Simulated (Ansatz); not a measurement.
```
O
1.0
     5.70281    0.00000    0.00000
     0.00000    3.32483    0.00000
    -2.39449    0.00000    3.64705
O
4
Direct
  0.52545 0.50000 0.15557
  0.02545 0.00000 0.15557
  0.47455 0.50000 0.84443
  0.97455 0.00000 0.84443
```

Space group C2/m; not relaxed (largest force 0.4 eV/Å); spin-polarised. Net moment 2.0 μB in the 2-atom cell of the calculation; other magnetic orders weren't tried. The cell comes from a database of computed structures, not from a measurement.

All numbers below come from DFT PBE, scalar-relativistic, plane waves, PAW in Ansatz 0.2.0.

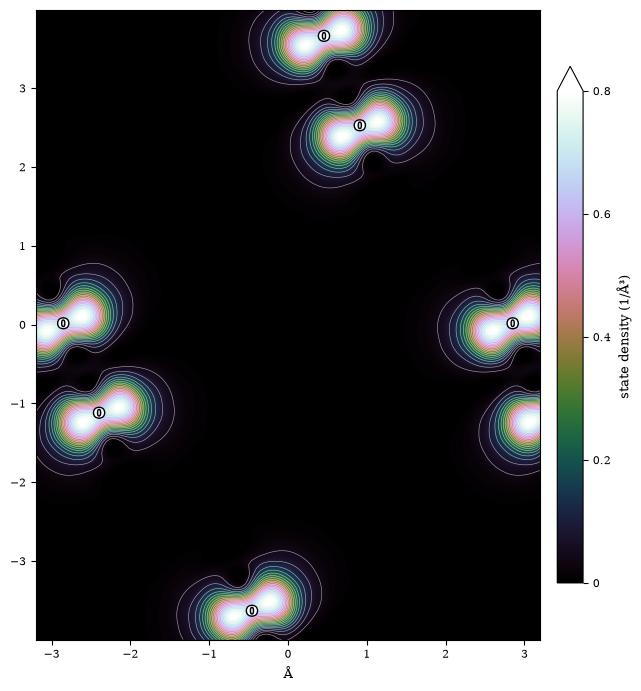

O. Density of the Kohn–Sham states from −0.6 to 0.0 eV about the valence-band maximum (the top of the valence band), scaled to one electron a cell: a map on the (010) plane of the conventional cell.

Core electrons are frozen (PAW), so the fields are smoothed inside the atomic spheres.

**What is the character of these states?**

Projected on a minimal set of atomic orbitals (Löwdin), they are O 2p (over 95 %).
Its net spin polarisation is +100 % (up less down).
Little of the density lies between the atoms' surroundings.
